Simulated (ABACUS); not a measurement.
# Energy of P along an even scaling of the cell

System: P (Imma, 2 atoms in the cell).
Method: Kohn-Sham DFT of a periodic cell, PBE, PseudoDojo NC SR 0.4.1 PBE standard, no spin polarisation (ABACUS 3.10.1).

The 7 runs differ only in the geometry, by an even scaling of the cell at fixed fractional positions. The structure derives from a Materials Project entry.

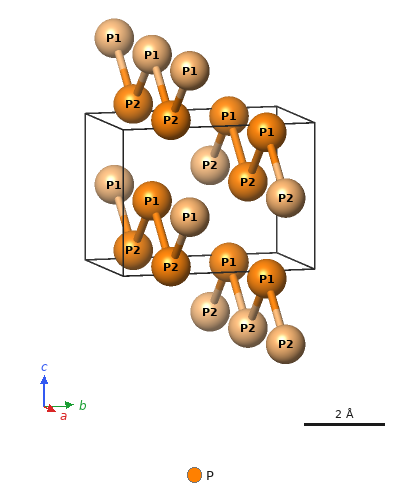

Figure 1. The structure of run 4 (ball-and-stick view of the cell 2 times as large as that of the calculation, set on its symmetry axes, seen slightly off an axis; neighbours outside the cell are drawn fainter; atoms are numbered from 1 in the order of the input).

### Input file of run 4
```
INPUT_PARAMETERS
suffix              P
calculation         scf
basis_type          pw
pseudo_dir          ./
symmetry            1
dft_functional      pbe
ecutwfc             44
pseudo_rcut         10
nspin               1
nbands              9
ks_solver           dav
smearing_method     fd
smearing_sigma      0.00367493
scf_thr             1e-08
scf_nmax            100
mixing_type         broyden
mixing_beta         0.7
cal_force           1
cal_stress          1
kpar                4
```

### File STRU of run 4
```
ATOMIC_SPECIES
P 30.9738 P.upf

LATTICE_CONSTANT
1.8897261246

LATTICE_VECTORS
-1.6915100431 2.5151650373 1.8589441358
1.6915100431 -2.5151650373 1.8589441358
1.6915100431 2.5151650373 -1.8589441358

ATOMIC_POSITIONS
Direct

P
0.0
2
0.6966908900 0.9466908900 0.7500000000 1 1 1
0.3033091100 0.0533091100 0.2500000000 1 1 1
```

### File KPT of run 4
```
K_POINTS
0
Gamma
11 11 11 0 0 0
```

Command:
```bash
OMP_NUM_THREADS=1 mpirun -np 4 abacus > log
```

Run 2 differs from it as follows:
```diff
--1.6915100431 2.5151650373 1.8589441358
-1.6915100431 -2.5151650373 1.8589441358
-1.6915100431 2.5151650373 -1.8589441358
+-1.6686489969 2.4811721536 1.8338201893
+1.6686489969 -2.4811721536 1.8338201893
+1.6686489969 2.4811721536 -1.8338201893
```

### Results, with one run withheld

| run | volume per atom (Å³) | free energy per atom, from the lowest run given (meV) | pressure (GPa) |
| --- | --- | --- | --- |
| 1 | 14.868 | 40.85 | 10.12 |
| 2 | 15.185 | ? | ? |
| 3 | 15.501 | 11.26 | 5.01 |
| 4 | 15.817 | 3.56 | 2.81 |
| 5 | 16.134 | 0.00 | 0.82 |
| 6 | 16.450 | 0.17 | −0.97 |
| 7 | 16.767 | 3.71 | −2.59 |

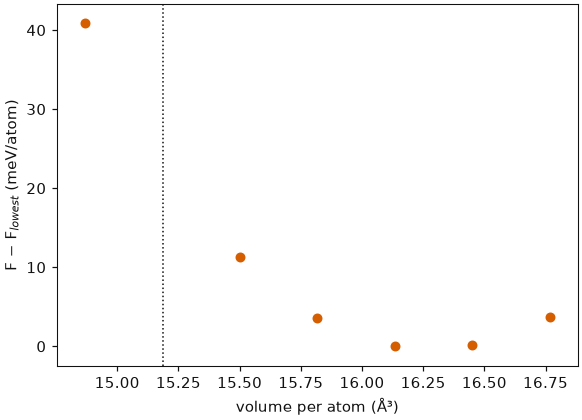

Figure 2. Free energy per atom of the runs given; the dotted line marks run 2.

Estimate the energy of run 2 from the others.

A cubic polynomial in V^(−2/3) (the Birch–Murnaghan form), fitted to the 6 runs given, misses them by at most 0.01 meV per atom. With x = V^(−2/3) − 0.15814 Å⁻², it reads F = 2.2304 + 2133.7 x + 4.3924e+05 x² + 2.5937e+05 x³ (meV per atom). At run 2 it gives 23.50 meV per atom, and the run itself gives 23.53. The slope of the fit gives a pressure −dF/dV of 7.44 GPa there, and the run prints 7.44 GPa. The fit has its minimum at 16.276 Å³ per atom, where V d²F/dV² gives 92.8 GPa. Cell shape and fractional positions are held, so this is the stiffness under even scaling; the relaxed bulk modulus wasn't computed.

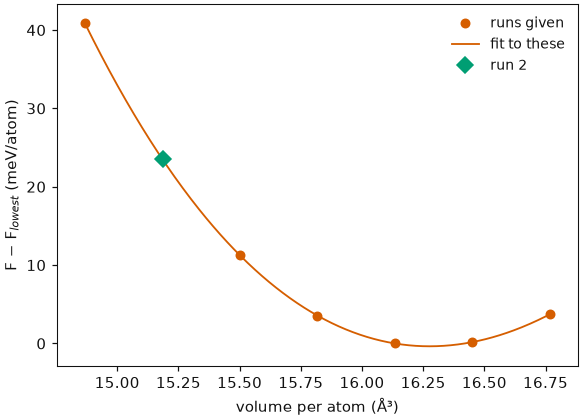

Figure 3. The fit and the withheld run.

### Some lines of the output (run 2)
```
[...]
                          Volume (Bohr^3) = 204.944
                             Volume (A^3) = 30.3695
 E_Fermi        0.7924084328         10.7812698288
 E_Fermi        0.7978884324         10.8558290491
 E_Fermi        0.8008650330         10.8963277779
 E_Fermi        0.8010627098         10.8990173092
 E_Fermi        0.8010781889         10.8992279130
 E_KS(sigma->0) -27.6876704865       -376.7100829622
 E_Fermi        0.8010870445         10.8993483996
 final etot is -376.71057692 eV
 EFERMI = 10.8993484 eV
 TOTAL-PRESSURE: 74.445996 KBAR
 !FINAL_ETOT_IS -376.7105769209642858 eV
```
